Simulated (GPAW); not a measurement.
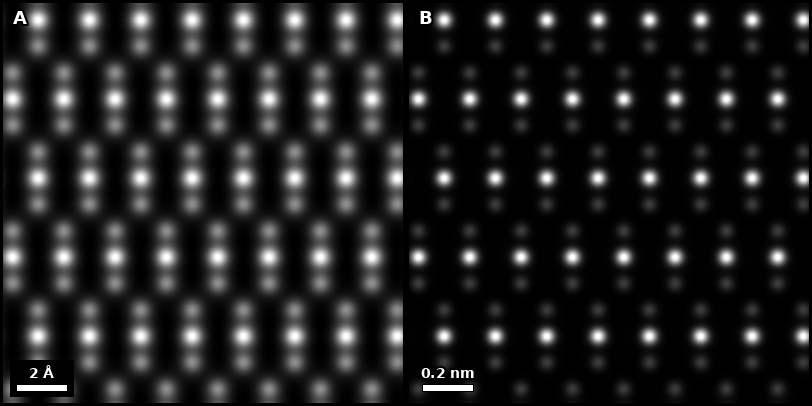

Two simulated images of the same area of PtSe2 (P-3m1, No. 164) along [201], with a probe of 0.50 Å. One is incoherent Z contrast (Z^1.8 per atom), the other the projected potential of neutral atoms blurred by the probe (iDPC-like, thin sample). Brightness is counted from the darkest point of the image. Structure: an entry of the Crystallography Open Database, as set up for an electronic-structure calculation.

**Which panel is which, and how can one tell?**

B is the Z-contrast image and A the potential image. The columns of 1 Se per repeat reach about 23 % of the brightest peak (1 Pt) in B but about 55 % in A, mainly since the potential grows much more slowly with atomic number.
